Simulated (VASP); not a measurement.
## Geometry relaxation of W (part 1 of 2)

W (Im-3m, 1 atom in the cell), computed with Kohn-Sham DFT of a periodic cell, PBE, VASP PAW PBE potentials, recommended, no spin polarisation (VASP 6.6.1).

The structure derives from an entry of the Crystallography Open Database.

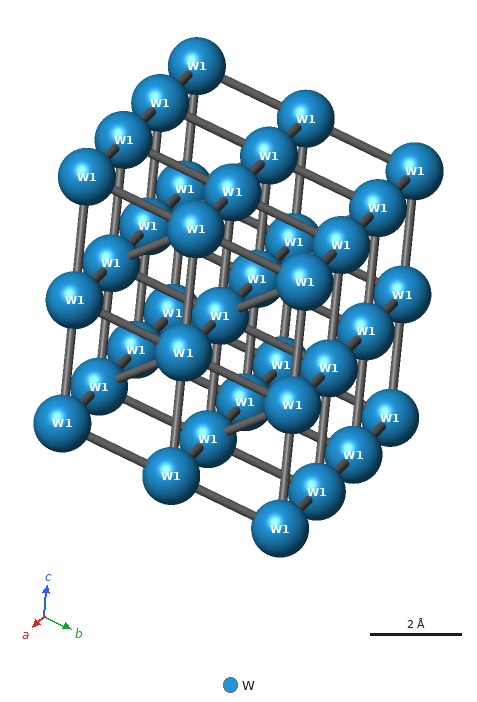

*The structure as given in the input (ball-and-stick view of the cell of the calculation, repeated 3 × 2 × 2, seen slightly off an axis; atoms are numbered from 1 in the order of the input). An atom can appear more than once, as a periodic image.*

Near neighbours in the periodic cell (some may lie outside the picture): W has 8 W at 2.74 Å.

### INCAR
```
PREC = Accurate
ENCUT = 520
EDIFF = 1E-7
ISMEAR = 0
SIGMA = 1.0
LREAL = False
LASPH = True
NELM = 100
ALGO = Normal
ISIF = 3
LWAVE = False
LCHARG = False
GGA = PE
IBRION = 2
NSW = 80
EDIFFG = -0.002
```

### KPOINTS
```
Automatic mesh
0
Gamma
  18 18 18
```

### POSCAR
```
W
1.0
   -1.5823450000      1.5823450000      1.5823450000
    1.5823450000     -1.5823450000      1.5823450000
    1.5823450000      1.5823450000     -1.5823450000
W
1
Direct
    0.0000000000      0.0000000000      0.0000000000
```

Launched with:
```bash
cat potpaw_PBE.64/W_sv/POTCAR > POTCAR
mpirun -np 1 vasp_std > vasp.out
```

### OSZICAR
```
N       E                     dE             d eps       ncg     rms          rms(c)
DAV:   1     0.785619798562E+02    0.78562E+02   -0.79200E+03  4290   0.145E+03
DAV:   2    -0.120728497925E+02   -0.90635E+02   -0.87634E+02  4602   0.338E+02
DAV:   3    -0.136639289211E+02   -0.15911E+01   -0.15714E+01  4959   0.440E+01
DAV:   4    -0.136728138872E+02   -0.88850E-02   -0.88797E-02  4635   0.346E+00
DAV:   5    -0.136728827800E+02   -0.68893E-04   -0.68894E-04  4796   0.316E-01    0.209E+01
DAV:   6    -0.131994444122E+02    0.47344E+00   -0.55633E-01  4557   0.997E+00    0.841E+00
DAV:   7    -0.130766163323E+02    0.12283E+00   -0.29577E-01  4755   0.681E+00    0.582E-01
DAV:   8    -0.130726652739E+02    0.39511E-02   -0.37244E-03  4398   0.929E-01    0.668E-02
DAV:   9    -0.130726706914E+02   -0.54175E-05   -0.88876E-05  4973   0.127E-01    0.475E-02
DAV:  10    -0.130726657997E+02    0.48917E-05   -0.15178E-05  4617   0.571E-02    0.722E-03
DAV:  11    -0.130726663324E+02   -0.53275E-06   -0.16385E-07  3915   0.558E-03    0.609E-04
DAV:  12    -0.130726661371E+02    0.19537E-06   -0.83461E-09  2409   0.125E-03    0.789E-05
DAV:  13    -0.130726661396E+02   -0.25659E-08   -0.88202E-10  2286   0.451E-04
   1 F= -.13072666E+02 E0= -.12936335E+02  d E =-.130727E+02
       N       E                     dE             d eps       ncg     rms          rms(c)
DAV:   1    -0.144048393329E+02   -0.13322E+01   -0.33231E+01  4389   0.933E+01    0.122E+01
DAV:   2    -0.131568619229E+02    0.12480E+01   -0.21575E+00  4344   0.184E+01    0.327E+00
DAV:   3    -0.129918224555E+02    0.16504E+00   -0.52154E-01  4481   0.912E+00    0.190E+00
DAV:   4    -0.129957580291E+02   -0.39356E-02   -0.87255E-03  4439   0.127E+00    0.347E-01
DAV:   5    -0.129960177900E+02   -0.25976E-03   -0.11102E-03  4653   0.421E-01    0.153E-02
DAV:   6    -0.129960168415E+02    0.94849E-06   -0.13905E-05  4578   0.533E-02    0.131E-02
DAV:   7    -0.129960176660E+02   -0.82449E-06   -0.71869E-07  4572   0.119E-02    0.196E-03
DAV:   8    -0.129960174736E+02    0.19245E-06   -0.12221E-08  2365   0.159E-03    0.384E-04
DAV:   9    -0.129960173987E+02    0.74890E-07   -0.24233E-09  2219   0.800E-04
   2 F= -.12996017E+02 E0= -.12839987E+02  d E =0.766487E-01
       N       E                     dE             d eps       ncg     rms          rms(c)
DAV:   1    -0.138837221106E+02   -0.88770E+00   -0.18018E+01  4416   0.644E+01    0.118E+01
DAV:   2    -0.132004328036E+02    0.68329E+00   -0.99119E-01  4392   0.140E+01    0.245E+00
DAV:   3    -0.130796362378E+02    0.12080E+00   -0.32711E-01  4497   0.761E+00    0.227E+00
DAV:   4    -0.130808399780E+02   -0.12037E-02   -0.70445E-03  4424   0.114E+00    0.113E-01
DAV:   5    -0.130806158832E+02    0.22409E-03   -0.14535E-03  4617   0.499E-01    0.159E-02
DAV:   6    -0.130806055547E+02    0.10328E-04   -0.18564E-05  4467   0.651E-02    0.117E-02
DAV:   7    -0.130806053498E+02    0.20495E-06   -0.99136E-07  4752   0.130E-02    0.456E-04
DAV:   8    -0.130806055134E+02   -0.16363E-06   -0.78217E-09  2373   0.118E-03    0.299E-04
DAV:   9    -0.130806055410E+02   -0.27632E-07   -0.77758E-10  2184   0.421E-04
   3 F= -.13080606E+02 E0= -.12940395E+02  d E =-.793940E-02
       N       E                     dE             d eps       ncg     rms          rms(c)
DAV:   1    -0.130806826329E+02   -0.77120E-04   -0.15960E-03  4413   0.629E-01    0.105E-01
DAV:   2    -0.130806227913E+02    0.59842E-04   -0.89189E-05  4395   0.128E-01    0.235E-02
DAV:   3    -0.130806134308E+02    0.93605E-05   -0.27376E-05  4497   0.687E-02    0.185E-02
DAV:   4    -0.130806144273E+02   -0.99651E-06   -0.66497E-07  4404   0.110E-02    0.226E-03
DAV:   5    -0.130806143744E+02    0.52941E-07   -0.49622E-08  2396   0.294E-03
   4 F= -.13080614E+02 E0= -.12940527E+02  d E =-.794823E-02
```

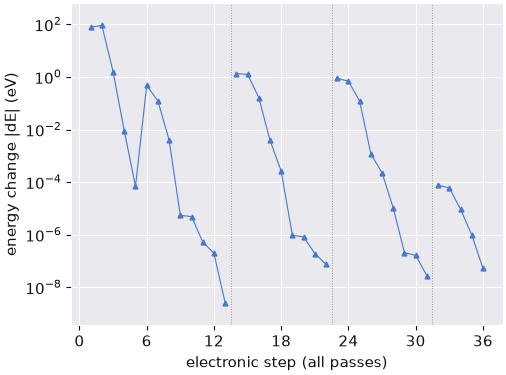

*Convergence of the self-consistent field: energy change |dE| against the electronic step. Each stretch between dotted lines is the SCF of one geometry step of a relaxation.*

The 4 ionic steps take 5 to 13 electronic steps each. The density is held fixed in the first few steps, and dE rises again when its update begins.

### Parts of OUTCAR
```
PREC = Accurate
   ENCUT = 520
   EDIFF = 1E-7
   ISMEAR = 0
   LREAL = False
   LASPH = True
   NELM = 100
   ISIF = 3
   GGA = PE
   IBRION = 2
   NSW = 80
   EDIFFG = -0.002

 ion  position               nearest neighbor table
   1  0.000  0.000  0.000-

  LATTYP: Found a body centered cubic cell.
 ALAT       =     3.1646900000

  Lattice vectors:

 A1 = (  -1.5823450000,   1.5823450000,   1.5823450000)
 A2 = (   1.5823450000,  -1.5823450000,   1.5823450000)
 A3 = (   1.5823450000,   1.5823450000,  -1.5823450000)

Analysis of symmetry for initial positions (statically):
=====================================================================
 Subroutine PRICEL returns:
 Original cell was already a primitive cell.

 Routine SETGRP: Setting up the symmetry group for a
 body centered cubic supercell.

 Subroutine GETGRP returns: Found 48 space group operations
 (whereof 48 operations were pure point group operations)
 out of a pool of 48 trial point group operations.

The static configuration has the point symmetry O_h .

Analysis of symmetry for dynamics (positions and initial velocities):
=====================================================================
 Subroutine PRICEL returns:
 Original cell was already a primitive cell.

 Routine SETGRP: Setting up the symmetry group for a
 body centered cubic supercell.

 Subroutine GETGRP returns: Found 48 space group operations
 (whereof 48 operations were pure point group operations)
 out of a pool of 48 trial point group operations.

The dynamic configuration has the point symmetry O_h .

 Subroutine INISYM returns: Found 48 space group operations
 (whereof 48 operations are pure point group operations),
 and found     1 'primitive' translations

----------------------------------------------------------------------------------------

                                     Primitive cell

  volume of cell :      15.8476

  direct lattice vectors                    reciprocal lattice vectors
    -1.582345000  1.582345000  1.582345000     0.000000000  0.315986716  0.315986716
     1.582345000 -1.582345000  1.582345000     0.315986716  0.000000000  0.315986716
     1.582345000  1.582345000 -1.582345000     0.315986716  0.315986716  0.000000000

  length of vectors
     2.740701935  2.740701935  2.740701935     0.446872699  0.446872699  0.446872699

  position of ions in fractional coordinates (direct lattice)
     0.000000000  0.000000000  0.000000000

  ion indices of the primitive-cell ions
   primitive index   ion index
                 1           1

----------------------------------------------------------------------------------------

 KPOINTS: Automatic mesh

Automatic generation of k-mesh.
 Grid dimensions read from file:
 generate k-points for:   18   18   18

 Generating k-lattice:

  Cartesian coordinates                     Fractional coordinates (reciprocal lattice)
     0.000000000  0.017554818  0.017554818     0.055555556  0.000000000  0.000000000
     0.017554818  0.000000000  0.017554818     0.000000000  0.055555556  0.000000000
     0.017554818  0.017554818  0.000000000     0.000000000  0.000000000  0.055555556

  Length of vectors
     0.024826261  0.024826261  0.024826261

  Shift w.r.t. Gamma in fractional coordinates (k-lattice)
     0.000000000  0.000000000  0.000000000

 Subroutine IBZKPT returns following result:
 ===========================================

 Found    195 irreducible k-points:

 Following reciprocal coordinates:
            Coordinates               Weight
  0.000000  0.000000  0.000000      1.000000
  0.055556  0.000000  0.000000     12.000000
  0.111111  0.000000  0.000000     12.000000
  0.166667  0.000000  0.000000     12.000000
  0.222222  0.000000  0.000000     12.000000
  0.277778  0.000000  0.000000     12.000000
  0.333333  0.000000  0.000000     12.000000
  0.388889  0.000000  0.000000     12.000000
  0.444444  0.000000  0.000000     12.000000
  0.500000  0.000000  0.000000      6.000000
  0.055556  0.055556  0.000000     24.000000
  0.111111  0.055556  0.000000     48.000000
  0.166667  0.055556  0.000000     48.000000
  0.222222  0.055556  0.000000     48.000000
  0.277778  0.055556  0.000000     48.000000
  0.333333  0.055556  0.000000     48.000000
  0.388889  0.055556  0.000000     48.000000
  0.444444  0.055556  0.000000     48.000000
  0.111111  0.111111  0.000000     24.000000
  0.166667  0.111111 -0.000000     48.000000
  0.222222  0.111111  0.000000     48.000000
  0.277778  0.111111  0.000000     48.000000
  0.333333  0.111111 -0.000000     48.000000
  0.388889  0.111111  0.000000     48.000000
 [... further k-points ...]
   k-points           NKPTS =    195   k-points in BZ     NKDIM =    195   number of bands    NBANDS=     11
   number of dos      NEDOS =    301   number of ions     NIONS =      1
   total plane-waves  NPLWV =   8000
   dimension x,y,z NGX =    20 NGY =   20 NGZ =   20
   dimension x,y,z NGXF=    40 NGYF=   40 NGZF=   40
   ions per type =               1
   NGX,Y,Z   is equivalent  to a cutoff of  12.13, 12.13, 12.13 a.u.
   NGXF,Y,Z  is equivalent  to a cutoff of  24.26, 24.26, 24.26 a.u.
 SYSTEM =  unknown system
   PREC   = accura    normal or accurate (medium, high low for compatibility)
   ISTART =      0    job   : 0-new  1-cont  2-samecut
   ICHARG =      2    charge: 1-file 2-atom 10-const
   ISPIN  =      1    spin polarized calculation?
   LNONCOLLINEAR =      F non collinear calculations
   LSORBIT =      F    spin-orbit coupling
   LASPH  =      T    aspherical Exc in radial PAW
   ENCUT  =  520.0 eV  38.22 Ry    6.18 a.u.   5.10  5.10  5.10*2*pi/ulx,y,z
   NELM   =    100;   NELMIN=  2; NELMDL= -5     # of ELM steps
   EDIFF  = 0.1E-06   stopping-criterion for ELM
   LREAL  =      F    real-space projection
   EDIFFG = -.2E-02   stopping-criterion for IOM
   NSW    =     80    number of steps for IOM
   IBRION =      2    ionic relax: 0-MD 1-quasi-New 2-CG
   NFREE  =      1    steps in history (QN), initial steepest desc. (CG)
   ISIF   =      3    stress and relaxation
   ISYM   =      2    0-nonsym 1-usesym 2-fastsym
   POTIM  = 0.5000    time-step for ionic-motion
   TEBEG  =    0.0;   TEEND  =   0.0 temperature during run
   PSTRESS=    0.0 pullay stress
   NELECT =      14.0000    total number of electrons
   NUPDOWN=      -1.0000    fix difference up-down
   EMIN   =  10.00;   EMAX   =-10.00  energy-range for DOS
   EFERMI =   0.00;   METHOD = LEGACY
   ISMEAR =     0;   SIGMA  =   1.00  broadening in eV -4-tet -1-fermi 0-gaus
   EFERMI_NEDOS =   21; number of points for ismear=-14 and -15
   IALGO  =     38    algorithm
   IMIX   =      4    mixing-type and parameters
     AMIX     =   0.40;   BMIX     =  1.00
     AMIX_MAG =   1.60;   BMIX_MAG =  1.00
  volume/ion in A,a.u.               =      15.85       106.94
  Fermi-wavevector in a.u.,A,eV,Ry     =   1.570832  2.968442 33.572544  2.467512
  Thomas-Fermi vector in A             =   2.672506
   LORBIT       =      0    0 simple, 1 ext, 2 COOP (PROOUT), +10 PAW based schemes
   GGA     = PE    functional components
   LHFCALC =     F    Hartree Fock is set to
   AEXX    =    0.0000 exact exchange contribution
   IVDW    =     0    specifies the selected vdW correction
   LEPSILON=     F    determine dielectric tensor
   LRPA    =     F    only Hartree local field effects (RPA)
 conjugate gradient relaxation of ions
 non-spin polarized calculation
 Gauss-broadening in eV      SIGMA  =   1.00
  energy-cutoff  :      520.00
  volume of cell :       15.85
 maximum number of plane-waves:       440
   NGX = 11   NGY = 11   NGZ = 11

--------------------------------------- Ionic step        1  -------------------------------------------

 number of electron      14.0000004 magnetization

 Free energy of the ion-electron system (eV)
  ---------------------------------------------------
  ext. energy  EPLUGINS =         0.00000000
  ---------------------------------------------------
  free energy    TOTEN  =       -13.07266614 eV

  energy without entropy =      -12.80000401  energy(sigma->0) =      -12.93633507

------------------------ aborting loop because EDIFF is reached ----------------------------------------

  FORCE on cell =-STRESS in cart. coord.  units (eV):
  Direction    XX          YY          ZZ          XY          YZ          ZX
  --------------------------------------------------------------------------------------
  -------------------------------------------------------------------------------------
  Total        0.7040398      0.7040398      0.7040398      0.0000000     -0.0000000      0.0000000
  in kB       71.1777555     71.1777555     71.1777555      0.0000000     -0.0000000      0.0000000
  external PRESSURE =      71.1777555 kB  Pullay stress =       0.0000000 kB

 VOLUME and BASIS-vectors are now :
 -----------------------------------------------------------------------------
  energy-cutoff  :      520.00
  volume of cell :       15.85
      direct lattice vectors                 reciprocal lattice vectors
    -1.582345000  1.582345000  1.582345000     0.000000000  0.315986716  0.315986716
     1.582345000 -1.582345000  1.582345000     0.315986716  0.000000000  0.315986716
     1.582345000  1.582345000 -1.582345000     0.315986716  0.315986716  0.000000000

 POSITION                                       TOTAL-FORCE (eV/Angst)
```
